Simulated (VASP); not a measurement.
# Band edges against the vacuum: BP(110), part 3 of 3

Where do the bulk band edges lie against the vacuum outside BP(110)?

VASP 6.6.1; r2SCAN; plane waves and PAW (B, P).

So far, gap on the k-mesh (eV): step 3 (band edges of the bulk) 1.44.

## Step 5: Vacuum level and density of states

A static run writes the electrostatic potential without exchange and correlation (LVHAR), which is flat in the vacuum and gives the level to count from. The dipole correction cancels the field that unlike faces would set up across the vacuum.

Input file INCAR:

```
SYSTEM = BP
PREC = Normal
ENCUT = 360
EDIFF = 1E-06
NELM = 120
ISMEAR = 0
SIGMA = 0.03
LREAL = Auto
ALGO = Normal
METAGGA = R2SCAN
LASPH = .TRUE.
NBANDS = 54
LORBIT = 11
LWAVE = .FALSE.
LCHARG = .TRUE.
KPAR = 4
IDIPOL = 3
LDIPOL = .TRUE.
DIPOL = 0.5 0.5 0.5
LVHAR = .TRUE.
LVACPOTAV = .TRUE.
NEDOS = 1500
```

Input file POSCAR:

```
BP
1.0
    3.2051789530      0.0000000000      0.0000000000
    0.0000000000      4.5328075452      0.0000000000
    0.0000000000      0.0000000000     28.8207158121
B P
9 9
Direct
    0.0000000000      0.0492205826      0.2890036137
    0.5000000000      0.4939419232      0.3324302631
    0.0000000000      0.9939037534      0.3888361712
    0.5000000000      0.4916762461      0.4441891675
    0.0000000000      0.9920646998      0.5000000000
    0.5000000000      0.4916762461      0.5558108325
    0.0000000000      0.9939037534      0.6111638288
    0.5000000000      0.4939419232      0.6675697369
    0.0000000000      0.0492205826      0.7109963863
    0.0000000000      0.7376483421      0.3326409516
    0.5000000000      0.2564434849      0.2725703151
    0.0000000000      0.7417266910      0.4442674497
    0.5000000000      0.2433577603      0.3882175176
    0.0000000000      0.7417266910      0.5557325503
    0.5000000000      0.2420977331      0.5000000000
    0.0000000000      0.7376483421      0.6673590484
    0.5000000000      0.2433577603      0.6117824824
    0.5000000000      0.2564434849      0.7274296849
```

Input file KPOINTS:

```
Automatic mesh
0
Gamma
8 5 1
0 0 0
```

Input file KPOINTS_OPT:

```
Line mode
14
Line-mode
Reciprocal
  0.00000000   0.00000000   0.00000000 GAMMA
  0.50000000   0.00000000   0.00000000 X

  0.50000000   0.00000000   0.00000000 X
  0.50000000   0.50000000   0.00000000 S

  0.50000000   0.50000000   0.00000000 S
  0.00000000   0.50000000   0.00000000 Y

  0.00000000   0.50000000   0.00000000 Y
  0.00000000   0.00000000   0.00000000 GAMMA

  0.00000000   0.00000000   0.00000000 GAMMA
  0.50000000   0.50000000   0.00000000 S
```

Potentials, in the order of the species: B and P (PBE family, release 64).

Started as:

```
$ mpirun -np 4 vasp_std
```

Output:

```text
[... set-up lines as in an earlier step ...]
 entering main loop
       N       E                     dE             d eps       ncg     rms          rms(c)
DAV:   1     0.259528738837E+03    0.25953E+03   -0.24020E+04  1620   0.831E+02
DAV:   2    -0.136751107183E+03   -0.39628E+03   -0.38091E+03  2178   0.197E+02
DAV:   3    -0.167606826822E+03   -0.30856E+02   -0.30325E+02  1960   0.564E+01
DAV:   4    -0.168462249062E+03   -0.85542E+00   -0.85193E+00  2360   0.972E+00
DAV:   5    -0.168485749006E+03   -0.23500E-01   -0.23486E-01  2180   0.158E+00    0.236E+01
DAV:   6    -0.152396998321E+03    0.16089E+02   -0.63848E+00  1906   0.878E+00    0.146E+01
DAV:   7    -0.151997336515E+03    0.39966E+00   -0.31151E+00  2034   0.576E+00    0.185E+00
DAV:   8    -0.151969211600E+03    0.28125E-01   -0.23471E-01  2008   0.186E+00    0.110E+00
DAV:   9    -0.151972111771E+03   -0.29002E-02   -0.22151E-02  2218   0.504E-01    0.938E-01
DAV:  10    -0.151977086633E+03   -0.49749E-02   -0.24673E-03  1896   0.204E-01    0.387E-01
DAV:  11    -0.151979921831E+03   -0.28352E-02   -0.35314E-03  1952   0.229E-01    0.118E-01
DAV:  12    -0.151980409173E+03   -0.48734E-03   -0.38191E-04  2144   0.683E-02    0.114E-01
DAV:  13    -0.151980969278E+03   -0.56011E-03   -0.10298E-04  1960   0.333E-02    0.415E-02
DAV:  14    -0.151982181650E+03   -0.12124E-02   -0.50404E-04  1978   0.660E-02    0.799E-02
DAV:  15    -0.151982282388E+03   -0.10074E-03   -0.18833E-05  2144   0.154E-02    0.415E-02
DAV:  16    -0.151982619546E+03   -0.33716E-03   -0.42725E-05  1988   0.236E-02    0.308E-02
DAV:  17    -0.151982805872E+03   -0.18633E-03   -0.53668E-05  2014   0.231E-02    0.271E-02
DAV:  18    -0.151982853686E+03   -0.47814E-04   -0.68579E-06  1808   0.845E-03    0.488E-03
DAV:  19    -0.151982900676E+03   -0.46990E-04   -0.91928E-06  1780   0.940E-03    0.195E-02
DAV:  20    -0.151982907722E+03   -0.70452E-05   -0.69662E-07  1568   0.407E-03    0.581E-03
DAV:  21    -0.151982920582E+03   -0.12860E-04   -0.12630E-06  1456   0.501E-03    0.805E-03
DAV:  22    -0.151982935322E+03   -0.14740E-04   -0.17342E-06  1602   0.538E-03    0.122E-03
DAV:  23    -0.151982937557E+03   -0.22348E-05   -0.16613E-07  1264   0.241E-03    0.130E-03
DAV:  24    -0.151982941685E+03   -0.41280E-05   -0.52784E-07  1466   0.356E-03    0.143E-03
DAV:  25    -0.151982943635E+03   -0.19503E-05   -0.18711E-07  1440   0.225E-03    0.595E-04
DAV:  26    -0.151982943638E+03   -0.31050E-08   -0.55725E-08  1196   0.126E-03
 -----------------------------------------------------------------------------
|                                                                             |
|           W    W    AA    RRRRR   N    N  II  N    N   GGGG   !!!           |
|           W    W   A  A   R    R  NN   N  II  NN   N  G    G  !!!           |
|           W    W  A    A  R    R  N N  N  II  N N  N  G       !!!           |
|           W WW W  AAAAAA  RRRRR   N  N N  II  N  N N  G  GGG   !            |
|           WW  WW  A    A  R   R   N   NN  II  N   NN  G    G                |
|           W    W  A    A  R    R  N    N  II  N    N   GGGG   !!!           |
|                                                                             |
|     Did not find any points to average over, which means that no vacuum     |
|     field-free region was found. Please increase the size of  your cell     |
|     in the dimension of the dipole correction to obtain accurate            |
|     workfunction values.                                                    |
|                                                                             |
 -----------------------------------------------------------------------------

   1 F= -.15198294E+03 E0= -.15198294E+03  d E =-.535426E-11
 Start KPOINTS_OPT (optional k-point list driver)
k-point batch [1-15\70]
       N       E                     dE             ncg
DAV:   1     0.144200094647E+03   -0.14731E+05     1620
DAV:   2    -0.570342408426E+04   -0.58476E+04     2096
DAV:   3    -0.618440955118E+04   -0.48099E+03     1928
DAV:   4    -0.619814226810E+04   -0.13733E+02     2304
DAV:   5    -0.619845979258E+04   -0.31752E+00     2106
DAV:   6    -0.619847289770E+04   -0.13105E-01     2320
DAV:   7    -0.619847345737E+04   -0.55967E-03     2098
DAV:   8    -0.619847349170E+04   -0.34324E-04     2208
DAV:   9    -0.619847349376E+04   -0.20597E-05     1602
DAV:  10    -0.619847349398E+04   -0.22442E-06     1376
[...]
k-point batch [61-70\70]
       N       E                     dE             ncg
DAV:   1     0.301764735742E+03   -0.15861E+05     1088
DAV:   2    -0.351407048375E+04   -0.38158E+04     1504
DAV:   3    -0.378935564435E+04   -0.27529E+03     1290
DAV:   4    -0.379595310932E+04   -0.65975E+01     1528
DAV:   5    -0.379611479924E+04   -0.16169E+00     1432
DAV:   6    -0.379612225112E+04   -0.74519E-02     1568
DAV:   7    -0.379612258006E+04   -0.32894E-03     1472
DAV:   8    -0.379612259750E+04   -0.17443E-04     1440
DAV:   9    -0.379612259845E+04   -0.95188E-06     1136
```

The job ended after 5.4 min (4 MPI ranks of AMD EPYC 9R45, shared host; peak memory 1.6 GiB).

From OUTCAR (step 5):

```text
   NELECT =      72.0000    total number of electrons

 E-fermi :   0.9553

 k-point     1 :       0.0000    0.0000    0.0000
  band No.  band energies     occupation
    ...
     32       0.1527      2.00000
     33       0.5222      2.00000
     34       0.5725      2.00000
     35       0.7594      2.00000
     36       0.8273      2.00000
     37       2.6710      0.00000
     38       2.8896      0.00000
     39       2.9865      0.00000
     40       3.4357      0.00000
     41       3.6328      0.00000
    ...

  Total       -2.2276194      1.5385075     -0.9772165      0.0000000      0.0000000      0.0000000
  in kB       -8.5236823      5.8868892     -3.7391858      0.0000000      0.0000000      0.0000000
  external PRESSURE =      -2.1253263 kB  Pullay stress =       0.0000000 kB

 POSITION                                       TOTAL-FORCE (eV/Angst)
 -----------------------------------------------------------------------------------
      0.00000      0.22311      8.32929        -0.000000     -0.010254      0.013118
      1.60259      2.23894      9.58088        -0.000000      0.000562      0.007014
      0.00000      4.50517     11.20654        -0.000000     -0.004853      0.005413
      1.60259      2.22867     12.80185        -0.000000      0.005570      0.016964
      0.00000      4.49684     14.41036        -0.000000      0.009579      0.000000
      1.60259      2.22867     16.01887        -0.000000      0.005570     -0.016964
      0.00000      4.50517     17.61418        -0.000000     -0.004853     -0.005413
      1.60259      2.23894     19.23984        -0.000000      0.000562     -0.007014
      0.00000      0.22311     20.49142        -0.000000     -0.010254     -0.013118
      0.00000      3.34362      9.58695        -0.000000      0.005680      0.027866
      1.60259      1.16241      7.85567         0.000000     -0.005386      0.006674
      0.00000      3.36210     12.80411        -0.000000      0.006379      0.010618
      1.60259      1.10309     11.18871         0.000000     -0.006849      0.004974
      0.00000      3.36210     16.01661        -0.000000      0.006379     -0.010618
      1.60259      1.09738     14.41036        -0.000000      0.008721      0.000000
      0.00000      3.34362     19.23377        -0.000000      0.005680     -0.027866
      1.60259      1.10309     17.63201         0.000000     -0.006849     -0.004974
      1.60259      1.16241     20.96504         0.000000     -0.005386     -0.006674
 -----------------------------------------------------------------------------------
    total drift:                                0.000000     -0.004652      0.000002

  FREE ENERGIE OF THE ION-ELECTRON SYSTEM (eV)
  ---------------------------------------------------
  free  energy   TOTEN  =      -151.9829436384 eV

  energy  without entropy=     -151.9829436384  energy(sigma->0) =     -151.98294364

 vacuum level on the upper side and lower side of the slab         6.519         6.519

[... 9 parts as in an earlier step ...]

[... 9 further parts left out ...]
```

Numbers from this step:

```
electronic cycles                                 : 26
Fermi energy                                      : 0.9553 eV
least gap on mesh and path                        : 0.6137 eV
least direct gap on mesh and path                 : 1.643 eV
vacuum levels                                     : 6.519, 6.519 eV
ionisation potentials of the upper and lower face : 5.692, 5.692 eV
electron affinities of the upper and lower face   : 5.078, 5.078 eV
```

Electronic bands along the path, in eV, zero at the valence-band top; v1 is the highest filled band, c1 the lowest empty one:

```csv
point,v4,v3,v2,v1,c1,c2,c3,c4
Γ,-0.31,-0.25,-0.07,0.00,1.84,2.06,2.16,2.61
X,-2.74,-2.49,-1.20,-1.03,0.61,0.67,1.77,2.05
S,-2.04,-1.89,-0.85,-0.67,1.53,1.70,4.46,4.54
Y,-1.89,-1.80,-0.87,-0.80,1.42,1.59,2.60,3.11
Γ,-0.31,-0.25,-0.07,0.00,1.84,2.06,2.16,2.61
S,-2.04,-1.89,-0.85,-0.67,1.53,1.70,4.46,4.54
```

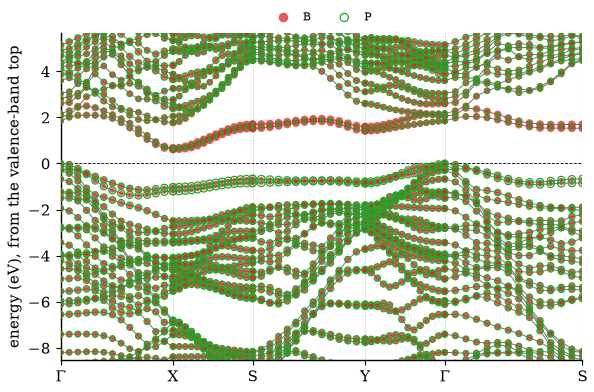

Electronic bands along the path; dots are coloured as in the legend, and their area grows with the weight.

The planar average of the electrostatic potential oscillates, so the rows of the table below give means over windows of 1.65 Å about each position, cut where the curve ends. Its maxima inside the range that stand out by 2 % of the span (Å: eV): 8.7: -3.65, 10.4: -2.47, 12.0: -2.53, 13.6: -2.49, 15.2: -2.49, 16.8: -2.53, 18.4: -2.47, 20.1: -3.65. Its minima: 7.9: -9.99, 9.6: -11.3, 11.2: -11.3, 12.8: -11.3, 14.4: -11.3, 16.1: -11.3, 17.6: -11.3, 19.2: -11.3, 20.9: -9.99.

Zero at the Fermi level. Table of planar average of the electrostatic potential by height; means over each step:

```csv
height (Å),planar average of the electrostatic potential (eV)
0.82,5.56
2.47,5.56
4.12,5.56
5.77,5.38
7.42,-3.05
9.07,-7.50
10.72,-7.52
12.37,-7.50
14.02,-7.51
15.67,-7.48
17.32,-7.45
18.97,-7.49
20.62,-6.37
22.27,3.84
23.92,5.55
25.57,5.56
27.22,5.56
```

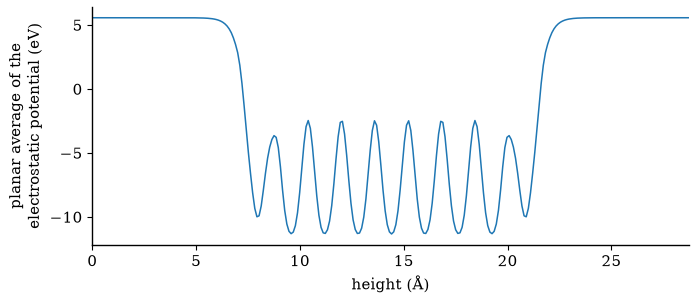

Planar average of the electrostatic potential against height.

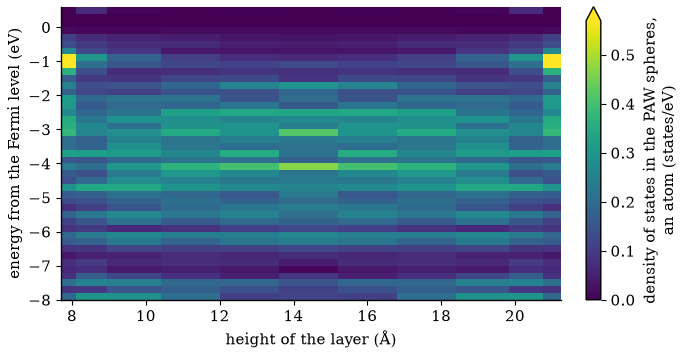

Density of states in the PAW spheres, an atom over height of the layer and energy from the Fermi level.

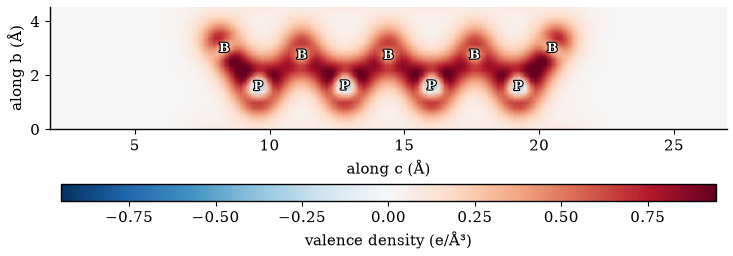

Valence density in the cb plane at fractional x = 0.000, with atoms of B and P within 0.2 Å of it. It is the smooth field of the valence electrons, not physical close to the nuclei. The map starts off the cell's origin, so that atoms lie inside it. The far vacuum is left out of the map.

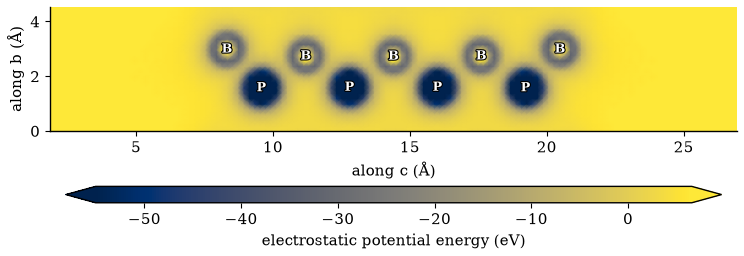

Electrostatic potential energy in the cb plane at fractional x = 0.000, with atoms of B and P within 0.2 Å of it. With pseudopotentials it is smooth inside the atoms' cores, unlike the true potential. The map starts off the cell's origin, so that atoms lie inside it. The far vacuum is left out of the map.

The map of layer states is cut here 0.5 eV above the Fermi level, so it leaves out the states above that.

The vacuum level lies 5.69 eV above the highest filled level at the upper face; both faces agree, as the slab has next to no dipole.

The program found no field-free point at its default tolerance, but its printed level agrees with the flat part of the planar average.

## Step 6: Lining up bulk and slab

This step: band edges against the vacuum, r2SCAN; plane waves and PAW (VASP 6.6.1).

Derived from the runs above.

This step gave:

```
ionisation energy       : 5.682 eV
offset spread           : 0.03370 eV
bulk gap                : 1.438 eV
slab gap                : 0.6137 eV
electron affinity       : 4.244 eV
buckling                : 0.4736 Å
tilt                    : 26.76 degree
surface energy, relaxed : 2.096 J/m²
```

The averaged core potentials of the four middle atoms lie -6.593 eV from those of the bulk run. The bulk valence top (7.431 eV), moved by that offset, is taken from the upper vacuum level (6.519 eV).

## Step 7: Summary of results

```json
{
 "ionisation energy": "5.68 eV",
 "electron affinity": "4.24 eV",
 "buckling": "0.474 Å",
 "surface energy, relaxed": "2.10 J/m²"
}
```

The bulk valence-band top lies 5.68 eV below the vacuum of BP(110), and the conduction-band bottom 4.24 eV. The top layer buckles by 0.47 Å, a tilt of 27°, with P outermost, as the anion takes the dangling-bond electrons and the cation flattens towards sp². The surface costs 2.10 J/m². The slab's least gap is 0.61 eV, against 1.44 eV in the bulk. Confinement widens it, surface states can narrow it, and the two gaps need not lie at the same wave vector; the faces' own affinities count to the slab's lowest empty state. The offsets of the four middle atoms spread by 0.03 eV; a shift common to all four would not show in it. The bulk edges are read on a mesh, so a band minimum between its points makes the gap too large and the affinity too small. One thickness was run. Semilocal band edges put the valence top too high and the gap too small.

[Lines on the potential files, build, host, timing and source positions are cut from VASP's logs without a mark.]

[Logs are printed without paths, hosts, clocks, repeated set-up lines and the standing remarks that a program may print on its own settings, such as how far it seeks lower states.]

[Hosts, paths, dates, database ids (printed as entryN), source tags and the programs' standing remarks are cut or masked in the printed files.]

[Runs that stopped without an error message from VASP are left out.]
